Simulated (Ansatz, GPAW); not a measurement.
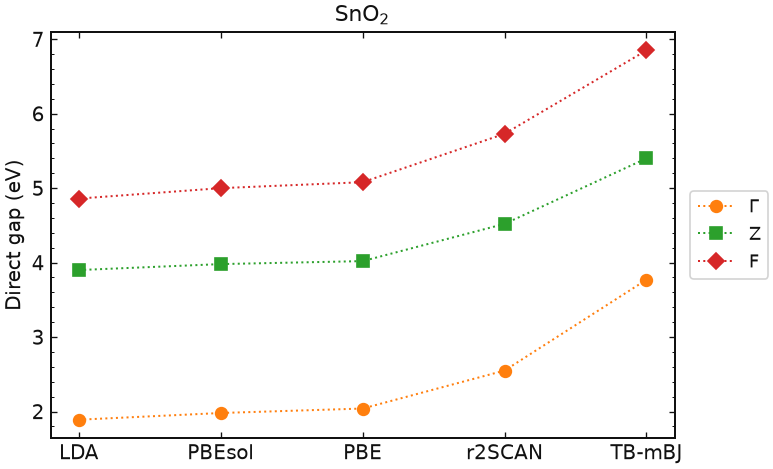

Direct gap at each named k point, by several methods on one cell of SnO₂, space group R-3m, 3 atoms in the primitive cell; a = 3.234 Å, c = 14.402 Å (hexagonal axes). All runs are without spin-orbit coupling and carry no moments. In reduced coordinates of the cell that was run, Z is (0.5, 0.5, 0.5) and F is (0.5, 0.5, 0). In some of the methods the smallest gap is indirect or lies off these points.

| method | program | Γ (eV) | Z (eV) | F (eV) |
| --- | --- | --- | --- | --- |
| LDA | Ansatz | 1.89 | 3.90 | 4.86 |
| PBEsol | Ansatz | 1.98 | 3.98 | 5.00 |
| PBE | Ansatz | 2.04 | 4.02 | 5.08 |
| r2SCAN | Ansatz | 2.55 | 4.52 | 5.73 |
| TB-mBJ | GPAW | 3.77 | 5.40 | 6.85 |

Q: One method is left out: HSE06. Predict its row. It was run as: HSE06, Ansatz PAW, 8×8×8 k mesh, 420 eV cutoff, Fermi-Dirac smearing of 0.05 eV (Ansatz 0.2.0).

A: HSE06 gives 3.56 eV at Γ, 5.47 eV at Z and 6.91 eV at F, which is +1.52 eV from PBE at Γ.

Q: Does HSE06 open these direct gaps by one amount over PBE?

A: The shifts are +1.52 eV at Γ, +1.45 eV at Z and +1.83 eV at F, and at points that aren't plotted +1.76 eV (L): over the named points that both runs hold, a spread of 0.38 eV on a mean of 1.64 eV, so one shift describes them only roughly.

Q: How do the methods rank at Γ?

A: From low to high: LDA 1.89, PBEsol 1.98, PBE 2.04, r2SCAN 2.55, HSE06 3.56, TB-mBJ 3.77 eV.

Settings. LDA: Ansatz PAW, 10×10×10 k mesh, 420 eV cutoff, Fermi-Dirac smearing of 0.05 eV (Ansatz). PBEsol: Ansatz PAW, 10×10×10 k mesh, 420 eV cutoff, Fermi-Dirac smearing of 0.05 eV (Ansatz 0.2.0). PBE: Ansatz PAW, 10×10×10 k mesh, 420 eV cutoff, Gaussian smearing of 0.013 eV (Ansatz 0.2.0). r2SCAN: Ansatz PAW, 10×10×10 k mesh, 500 eV cutoff, Fermi-Dirac smearing of 0.05 eV (Ansatz 0.2.0). TB-mBJ: GPAW PAW data sets for LDA (gpaw-data 1.2.1), 6×6×6 k mesh, 800 eV cutoff, Fermi-Dirac smearing of 0.05 eV (GPAW 26.7.0).

These are six of the 7 methods that were run on this cell. The runs come from different programs and meshes, which adds differences of its own. The usual form of SnO2 is rutile. LDA, PBEsol, r2SCAN, HSE06 and TB-mBJ: the PAW data sets were made with another functional. LDA, GGA and most meta-GGA functionals understate gaps. TB-mBJ: this is a model potential built to give gaps, with no total energy. Over all k points computed the smallest gap is 1.77 eV in LDA, 1.87 eV in PBEsol, 1.94 eV in PBE, 2.43 eV in r2SCAN and 3.46 eV in HSE06, from the valence top at a point off the named ones to the conduction bottom at Γ. In reduced coordinates of the cell that was run, L is (0.5, 0, 0).
